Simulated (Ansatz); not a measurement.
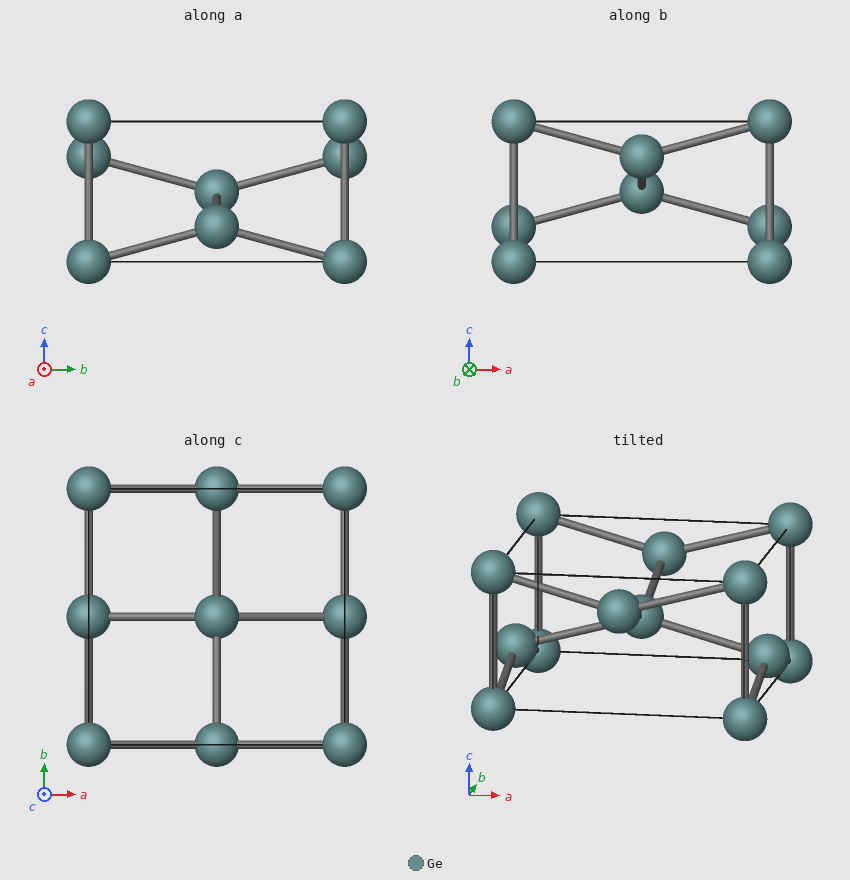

View along the a axis, along the b axis, along the c axis and slightly off an axis, drawn as a ball-and-stick model. Thin lines show the unit cell, with boundary atoms drawn in all their periodic places.

Lattice parameters: a = 5.204 Å, b = 5.206 Å, c = 2.851 Å, α = 90.00°, β = 90.00°, γ = 90.00°. Put a along x and b in the xy plane.

Transcribe the picture into a POSCAR file.

Answer.
```
Ge
1.0
     5.204    0.000    0.000
     0.000    5.206    0.000
     0.000    0.000    2.851
Ge
4
Direct
  0.0001 0.5000 0.2499
  0.0004 0.0000 0.0001
  0.5004 0.0000 0.7499
  0.5001 0.5000 0.5001
```

The initial geometry was a structure type filled with this element by a generator (whether the element takes this form wasn't checked). The picture shows the end point of a geometry optimisation with Ansatz, DFT PBE, scalar-relativistic, plane waves, PAW.
